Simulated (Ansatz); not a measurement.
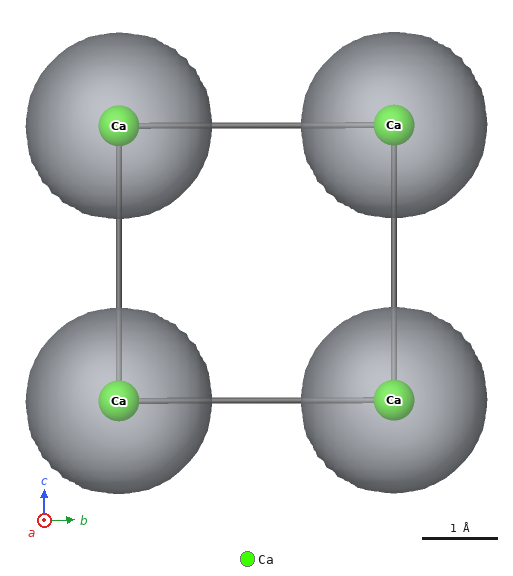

Figure 1: Ca. Isosurface of the valence electron density at 0.1 e/Å³ (grey), seen along the a axis. Sticks mark near contacts.

Space group P-1; a structure from a database of computed crystals, not necessarily the ambient phase; changed on purpose from its base cell (all atoms moved at random, cell strained at random).

Computed with DFT PBEsol, scalar-relativistic, plane waves, PAW (Ansatz).

Core electrons are frozen (PAW), and the valence fields are smoothed inside the atomic spheres.

### How is the density connected at this value?

At this value the density breaks into separate islands; it holds about 80 % of the electrons treated as valence (semicore included). It bridges none of the near contacts. It is pinched off along the sampled Ca–Ca (3.59 Å) and Ca–Ca (3.69 Å) contacts. On the grid the lowest density along these lines, outside the cores, is 0.05 e/Å³ (Ca–Ca, 3.59 Å) and 0.05 e/Å³ (Ca–Ca, 3.69 Å).

### Does the calculation give a band gap?

It is metallic or semimetallic at this level of theory: no gap opens.
